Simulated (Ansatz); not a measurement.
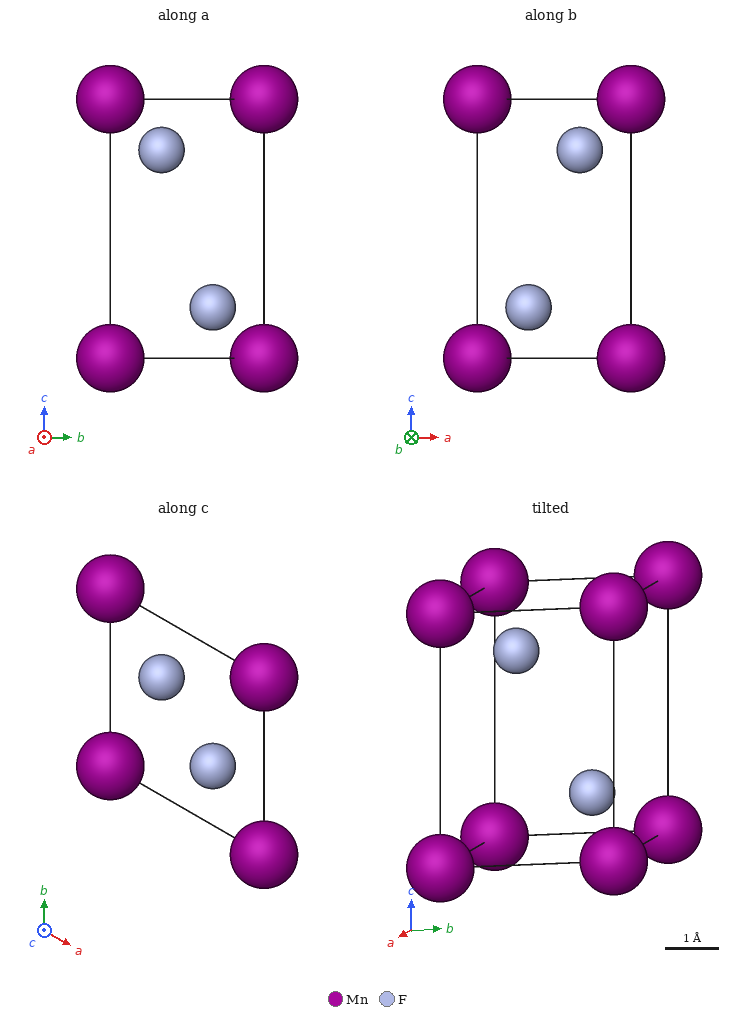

Spheres-only representation of a periodic structure, projected along the a axis, along the b axis, along the c axis and slightly off an axis. The parallelepiped is the conventional unit cell.

Lattice parameters: a = 3.3687 Å, b = 3.3687 Å, c = 4.9173 Å, α = 90.000°, β = 90.000°, γ = 120.000°.

Turn the picture into a CIF in P1 with every atom of the cell, with free fractional coordinates to two decimals.

```cif
data_structure
_symmetry_space_group_name_H-M 'P 1'
_symmetry_Int_Tables_number 1
_cell_length_a 3.3687
_cell_length_b 3.3687
_cell_length_c 4.9173
_cell_angle_alpha 90.000
_cell_angle_beta 90.000
_cell_angle_gamma 120.000
_cell_volume 48.33
loop_
_atom_site_label
_atom_site_type_symbol
_atom_site_fract_x
_atom_site_fract_y
_atom_site_fract_z
_atom_site_occupancy
Mn1 Mn 0.00 0.00 0.00 1
F1 F 0.3333 0.6667 0.20 1
F2 F 0.6667 0.3333 0.80 1
```

It goes back to a structure type filled with these elements by a generator (whether the compound takes this form wasn't checked). It was relaxed at fixed volume with Ansatz 0.2.0, DFT PBE+U, scalar-relativistic, plane waves, PAW.
